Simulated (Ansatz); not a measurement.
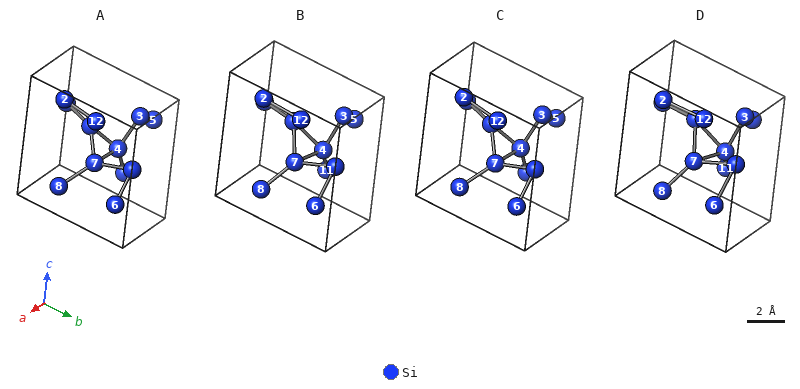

4 geometries from one relaxation of solid Si (a generated structure, set up in I2_13) (coarse preliminary run), in shuffled order. A ball-and-stick model of the cell of the calculation, seen slightly off an axis.

These are results of DFT PBE, scalar-relativistic, plane waves, PAW (Ansatz 0.2.0), not measurements. Set-up: plane-wave cutoff 420 eV; k-point mesh 4 × 4 × 4; occupations gaussian; smearing width 0.1 eV; no spin polarisation; cell and atoms relaxed; force threshold 0.04 eV/Å; at most 70 steps.

Question: Order the frames from highest to lowest energy.

Answer: A, C, B, D. They are steps 0, 1, 2, 7, at +452 meV per atom, +135 meV per atom, +29.1 meV per atom relative to the last. The largest moves relative to the cell, 0.34 Å, are those of Si atoms. The drawn cell changes as follows: a = b = c 6.544 → 6.865 Å (+4.9 %); the volume changes by +15.4 %. Among the contacts that change: Si–Si 2.131 → 2.524 Å, Si–Si 2.278 → 2.423 Å, Si–Si 2.341 → 2.381 Å. Among the angles between lasting bonds that change: Si–Si–Si 139.6° → 123.0°, Si–Si–Si 111.6° → 99.8°, Si–Si–Si 78.1° → 66.8°. The space group stays I2_13 (No. 199). Over 6 accepted moves (7 points after the start) the energy falls by 452 meV per atom. Largest force component: 4 eV/Å at the start, 0.0049 eV/Å at the end. Pressure: 23.71 GPa at the start and 0.11 GPa at the end. The SCF was repeated once at an unchanged geometry on a basis and grid sized afresh for the cell, which shifted the energy by 0.9 meV per atom at most.
